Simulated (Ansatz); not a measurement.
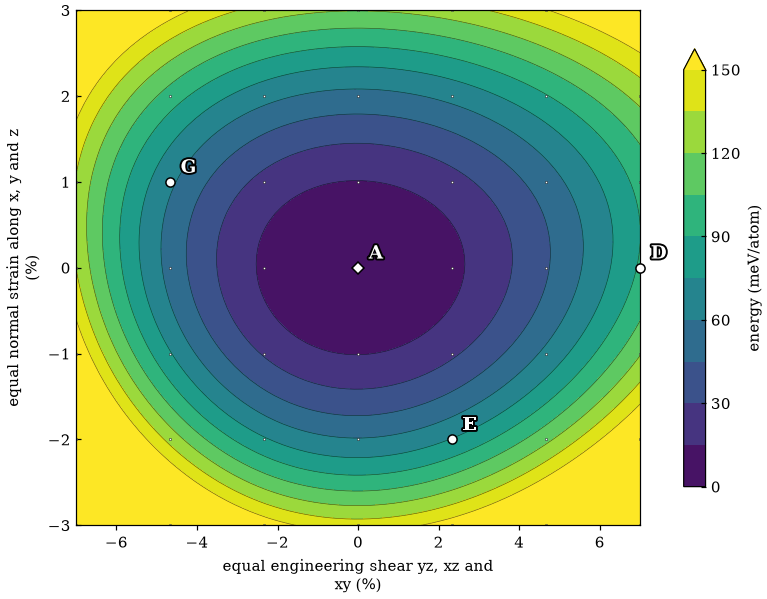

W (Im-3m, No. 229; 1 atom in the cell). The energy is mapped over two homogeneous strains (x, y and z along the cube axes). First axis: equal engineering shear yz, xz and xy. Second axis: equal normal strain along x, y and z. Nothing is relaxed (symmetry fixes all fractional coordinates). The scan uses a 7 × 7 grid. Points are written as (first, second). All energies are given in meV/atom relative to the lowest grid point. All numbers below come from DFT LDA, scalar-relativistic, plane waves, PAW (Ansatz). Settings: cutoff 420 eV, k-mesh 20×20×20, gaussian smearing 0.15 eV, no spin polarisation.

In the figure: filled contours, dots at the grid points, one colour for all values above the top of the scale, lettered points. Between grid points the surface is interpolated.

What kind of point is each of A, E, G: minimum, saddle, maximum or slope?

Answer. A: minimum; E: on a slope; G: on a slope. (In these two coordinates alone; a stationary point may lie a little off the grid point.)

Which space group has the cell at each letter?

Answer. A: Im-3m; D: R-3m; E: R-3m; G: R-3m.

PAW datasets: the set soft_1.
